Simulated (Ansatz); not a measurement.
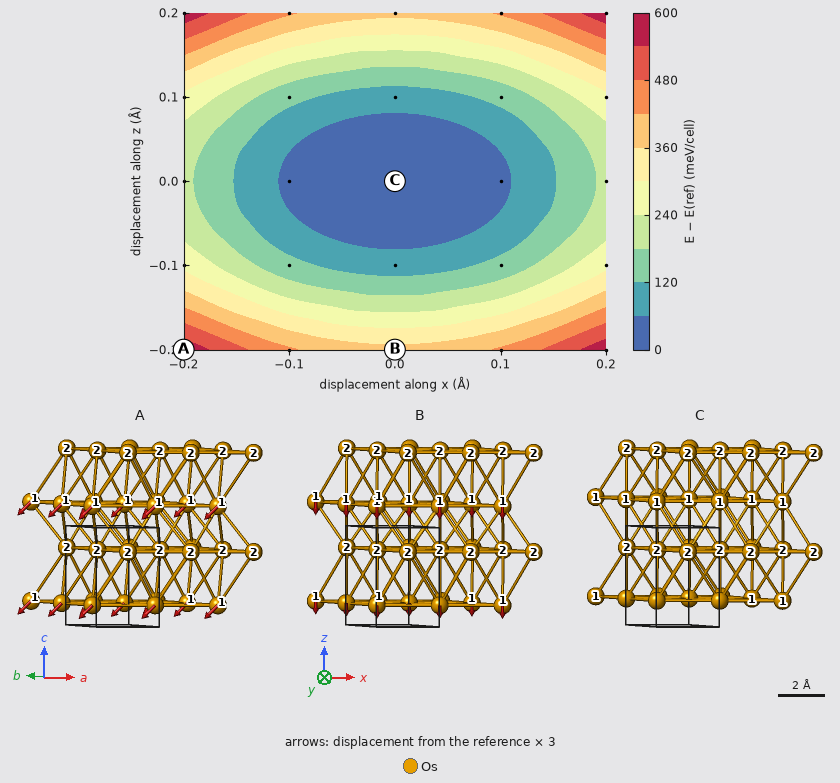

A scan of solid Os (P6_3/mmc): Os1 (one in each cell of 2 atoms) is moved over the plane of the Cartesian directions x and z, all else fixed. The map is interpolated between the computed points (dots). The lettered frames are marked on it. The picture is a ball-and-stick view of the cell of the calculation, repeated 3 × 3 × 2 with one cell outlined, seen nearly along the normal of the scanned plane. Red arrows: displacements from the reference.

Theory: Ansatz 0.2.0, DFT PBE, scalar-relativistic, plane waves, PAW. (plane-wave cutoff 420 eV; k-point mesh 18 × 18 × 12; occupations gaussian; smearing width 0.15 eV; no spin polarisation). Energies (free energies at the smearing named) are counted from the cell as listed in its source, which wasn't relaxed.

Question: Describe the energy landscape.

Answer: In pairs of (displacement along x (Å); displacement along z (Å)): the lowest computed point lies at (0.00, 0.00) (0 meV/cell), the highest at (−0.20, −0.20), (−0.20, 0.20), (0.20, 0.20), (0.20, −0.20) (577 meV/cell).  Over the ranges scanned the energy rises more along the second axis, the displacement along z. The frames lie at A (−0.20, −0.20): 577 meV/cell, B (0.00, −0.20): 376 meV/cell, C (0.00, 0.00): 0 meV/cell.

The computed points:

Rows: displacement along x (Å); columns: displacement along z (Å); values in meV/cell.

|  | −0.20 | −0.10 | 0.00 | 0.10 | 0.20 |
| --- | --- | --- | --- | --- | --- |
| −0.20 | 577 | 286 | 193 | 286 | 577 |
| −0.10 | 428 | 141 | 48 | 141 | 428 |
| 0.00 | 376 | 91 | 0 | 91 | 376 |
| 0.10 | 428 | 141 | 48 | 141 | 428 |
| 0.20 | 577 | 286 | 193 | 286 | 577 |
